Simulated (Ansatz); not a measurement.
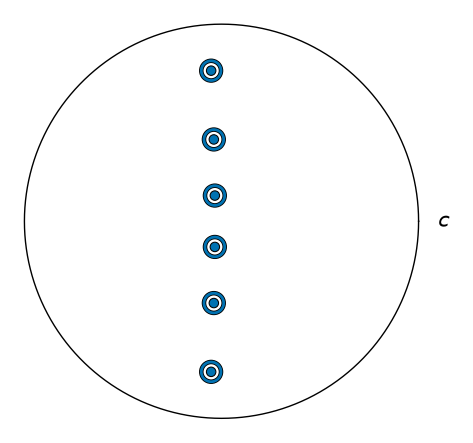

Stereographic projection: filled dots lie in the upper hemisphere, open rings in the lower. The a axis points at the viewer. The poles are all faces of one general form. Computed from the symmetry operations of a computed or model structure of composition ZnO.

Which point group is this?

6mm (C6v), order 12, hexagonal system: one sixfold axis, six mirror planes.

Which physical properties does it allow?

It is not centrosymmetric; polar, so pyroelectricity and piezoelectricity are allowed; it is not chiral.
